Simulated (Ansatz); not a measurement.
# C: 6 runs along one coordinate

System: C (P2₁, 8 atoms in the cell).
Method: DFT PBE, scalar-relativistic, plane waves, PAW, PAW set soft_1, no spin polarisation (Ansatz 0.2.0).

The 6 runs differ only in the geometry, by a shift of atoms along one path in a fixed cell. The shift s is measured from run 4: C1 moves along the Cartesian direction (0.00, −1.00, 0.00), and C2, C3, C4, C5, C6, C7 and C8 with it in fixed proportion. The structure derives from an entry of the Crystallography Open Database.

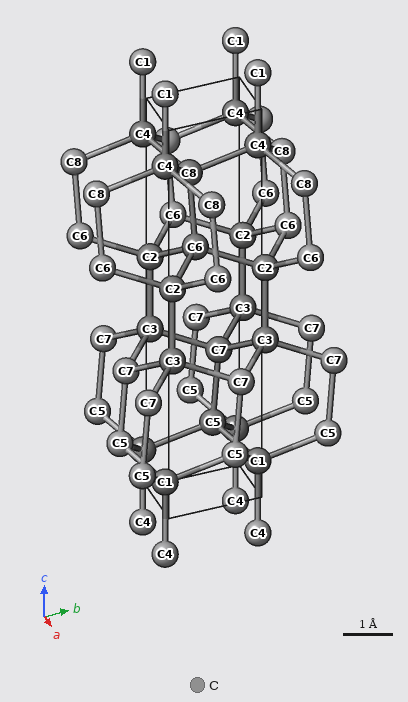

Figure 1. The structure of run 4 (ball-and-stick view of the cell of the calculation, seen slightly off an axis; neighbours outside the cell are drawn fainter; atoms are numbered from 1 in the order of the input).

### Input of run 4
```yaml
crystal:
  lattice:
    - [2.5180642186, 0.0, 0.0]
    - [-1.2590321093, 2.1807075817, 0.0]
    - [0.0, 0.0, 8.3046919353]
  atoms:
    - { symbol: C, position: [-0.0343849764, -0.0319162462, 0.0929732494] }
    - { symbol: C, position: [0.0343849764, 0.0319162462, 0.5929732494] }
    - { symbol: C, position: [0.0343849764, 0.0319162462, 0.4070267506] }
    - { symbol: C, position: [-0.0343849764, -0.0319162462, 0.9070267506] }
    - { symbol: C, position: [0.3051765144, 0.6405314164, 0.1555299995] }
    - { symbol: C, position: [0.6948234856, 0.3594685836, 0.6555299995] }
    - { symbol: C, position: [0.3614901523, 0.692801917, 0.3444700005] }
    - { symbol: C, position: [0.6385098477, 0.307198083, 0.8444700005] }
basis:
  ecutwfc: 520.0
kpoints:
  mp_grid: { grid: [12, 12, 4] }
hamiltonian:
  xc: pbe
  pseudopotentials: { kind: paw, azcp: { folder: soft_1 } }
scf:
  occupations: { method: gaussian, width: 0.05 }
output:
  forces: true
  stress: true
  eigenvalues: true
```

Command:
```bash
ansatz run input.yaml --threads 2 --pin off --max-ram 4096MiB --backend cpu --events-out ev --progress --plain --runs-dir out
```

Lattice vectors (Å) and fractional positions of run 4:
```
   2.518064    0.000000    0.000000
  -1.259032    2.180708    0.000000
   0.000000    0.000000    8.304692
C  -0.034385 -0.031916  0.092973
C   0.034385  0.031916  0.592973
C   0.034385  0.031916  0.407027
C  -0.034385 -0.031916  0.907027
C   0.305177  0.640531  0.155530
C   0.694823  0.359469  0.655530
C   0.361490  0.692802  0.344470
C   0.638510  0.307198  0.844470
```

Run 3 differs from it as follows:
```diff
-    - { symbol: C, position: [-0.0343849764, -0.0319162462, 0.0929732494] }
-    - { symbol: C, position: [0.0343849764, 0.0319162462, 0.5929732494] }
-    - { symbol: C, position: [0.0343849764, 0.0319162462, 0.4070267506] }
-    - { symbol: C, position: [-0.0343849764, -0.0319162462, 0.9070267506] }
-    - { symbol: C, position: [0.3051765144, 0.6405314164, 0.1555299995] }
-    - { symbol: C, position: [0.6948234856, 0.3594685836, 0.6555299995] }
-    - { symbol: C, position: [0.3614901523, 0.692801917, 0.3444700005] }
-    - { symbol: C, position: [0.6385098477, 0.307198083, 0.8444700005] }
+    - { symbol: C, position: [-0.029065602, -0.0212774974, 0.0929732494] }
+    - { symbol: C, position: [0.029065602, 0.0212774974, 0.5929732494] }
+    - { symbol: C, position: [0.029065602, 0.0212774974, 0.4070267506] }
+    - { symbol: C, position: [-0.029065602, -0.0212774974, 0.9070267506] }
+    - { symbol: C, position: [0.3095323894, 0.6492431665, 0.1555299995] }
+    - { symbol: C, position: [0.6904676106, 0.3507568335, 0.6555299995] }
+    - { symbol: C, position: [0.3571342772, 0.6840901669, 0.3444700005] }
+    - { symbol: C, position: [0.6428657228, 0.3159098331, 0.8444700005] }
```

### Results, with one run withheld

```tsv
run	shift s of C1 (Å)	free energy per atom, from the lowest run given (meV)	pressure (GPa)	gap on the mesh (eV)	force along the path (eV/Å)
1	−0.0696	0.00	0.03	4.54	0.000
2	−0.0464	1.51	0.03	4.54	−1.040
3	−0.0232	?	?	?	?
4	0.0000	13.58	0.07	4.54	−3.122
5	0.0232	24.14	0.11	4.54	−4.163
6	0.0464	37.72	0.16	4.52	−5.205
```

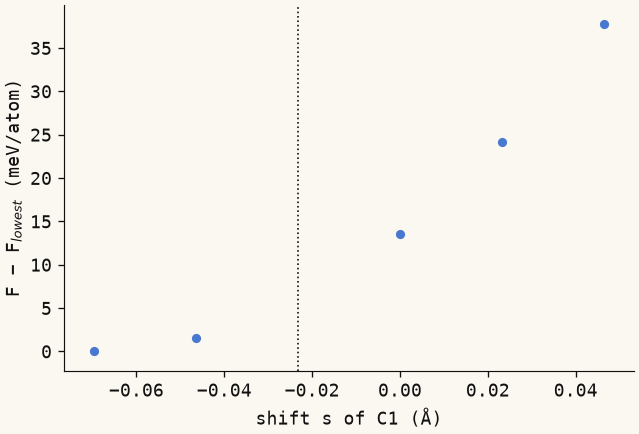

Figure 2. Free energy per atom of the runs given; the dotted line marks run 3.

Estimate the energy of run 3 from the others.

A cubic polynomial in the coordinate, fitted to the 5 runs given, misses them by under 0.01 meV per atom. With x = s + 0.0093, it reads F = 10.193 + 338.03 x + 2803 x² + 11.777 x³ (meV per atom). At run 3 it gives 6.04 meV per atom, and the run itself gives 6.03. The slope of the fit gives a force −dF/ds of −2.081 eV/Å along the path (summed over the atoms that move), and the printed forces give −2.081 eV/Å. The fit has no minimum inside this range.

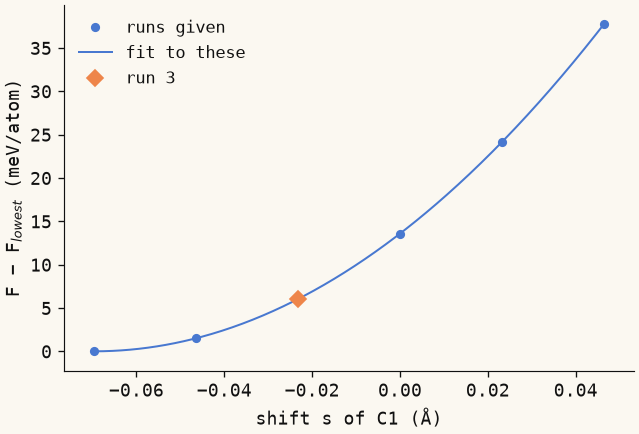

Figure 3. The fit and the withheld run.

### Output, shortened to warnings, some set-up lines, iterations and results (run 3)
```
Basis set: ecut = 520 eV, 1243 PW (Γ), exchange–correlation on 40×40×128 points (8 copies of the dense FFT grid, shifted against one another)
Symmetry: 2 space group operations
k-points: 222 of 576 (time reversal used)
Initial density: superposition of atomic densities (chi_scale 0.1, normalization cell)
[...]
SCF iter   1: F=—  HF=-2008.484888 eV  |F-HF|=—  |Δ(HF+E_count)|=         —  Δρ=1.37e-1  dr2=6.09e0  ethr=3.10e-3  ⟨swp⟩=6.0  Hψ=24833  notcnv=0  defer=7
SCF iter   2: F=—  HF=-2006.546007 eV  |F-HF|=—  |Δ(HF+E_count)|=    1.94e0  Δρ=5.71e-2  dr2=9.61e-1  ethr=3.10e-3  ⟨swp⟩=2.8  Hψ=12706  notcnv=0  defer=535
SCF iter   3: F=—  HF=-2006.300855 eV  |F-HF|=—  |Δ(HF+E_count)|=   2.45e-1  Δρ=5.00e-3  dr2=4.02e-3  ethr=3.00e-3  ⟨swp⟩=3.0  Hψ=9558  notcnv=0  defer=535
SCF iter   4: F=—  HF=-2006.302980 eV  |F-HF|=—  |Δ(HF+E_count)|=   2.12e-3  Δρ=5.91e-4  dr2=3.22e-4  ethr=1.26e-5  ⟨swp⟩=2.6  Hψ=8282  notcnv=0  defer=313
SCF iter   5: F=—  HF=-2006.302897 eV  |F-HF|=—  |Δ(HF+E_count)|=   8.26e-5  Δρ=1.84e-4  dr2=6.69e-6  ethr=1.00e-6  ⟨swp⟩=2.0  Hψ=7123  notcnv=0  defer=313
SCF iter   6: F=—  HF=-2006.302891 eV  |F-HF|=—  |Δ(HF+E_count)|=   6.11e-6  Δρ=4.89e-5  dr2=2.95e-7  ethr=2.09e-8  ⟨swp⟩=2.1  Hψ=8632  notcnv=0  defer=313
SCF iter   7: F=-2006.302892 eV  HF=-2006.302892 eV  |F-HF|=9.11e-9  |Δ(HF+E_count)|=   6.33e-7  Δρ=7.19e-6  dr2=1.90e-8  ethr=3.13e-10  ⟨swp⟩=10.1  Hψ=25576  notcnv=0
SCF 1 converged in 7 iterations: F = -2006.302892 eV  dr2 = 1.90e-8
SCF converged after 7 iterations
Free energy (F): -2006.302892 eV
Harris-Foulkes:  -2006.302892 eV  (|F-HF|=9.11e-9)
Internal energy: -2006.302892 eV  (E = F + TS)
E sigma→0 (E₀):  -2006.302892 eV
Fermi energy:    15.644038 eV
--- Per-component energies (eV) ---
  E_band       = 137.886028
  E_kinetic    = 717.345640
  E_local      = -444.439029  (includes V_loc(G=0)·N_el)
  E_nonlocal   = 183.530004
  E_hartree    = 106.835962
  E_xc         = -381.299501
  E_vxc        = -470.892325  (∫ρ·V_xc dr)
  E_paw        = -799.564167  (= ΣΔE_a)
  E_vpaw       = -61.329693  (= ΣTr[D̂ρ^β])
  E_aug_tail   = 0.000017  (compensation charges beyond the density's cutoff)
  E_ewald      = -1388.711817
  E_smearing   = -0.000000  (= −TS)
  E_closure    = -0.000000  (closes the sum)
  Σ components = -2006.302892   (vs F -2006.302892, Δ=0.00e0)
--- Forces (eV/Å), atoms counted from 1 ---
  atom   1  C      0.32423274     0.31125793    -0.00050140
  atom   2  C     -0.32423274    -0.31125793    -0.00050140
  atom   3  C     -0.29825181    -0.31122876     0.00009275
  atom   4  C      0.29825181     0.31122876     0.00009275
  atom   5  C      0.23770862     0.25509772     0.00807442
  atom   6  C     -0.23770862    -0.25509772     0.00807442
  atom   7  C     -0.27248813    -0.25510665    -0.00766499
  atom   8  C      0.27248813     0.25510665    -0.00766499
  max |Σ_I F_I| component: 1.56e-6 eV/Å
--- Stress (GPa, compression-positive) ---
       -0.034946      -0.278781       0.000000
       -0.278782      -0.033431       0.000000
        0.000000       0.000000       0.208167
  P = ⅓ Tr σ = 0.0466 GPa (0.466 kbar)
```
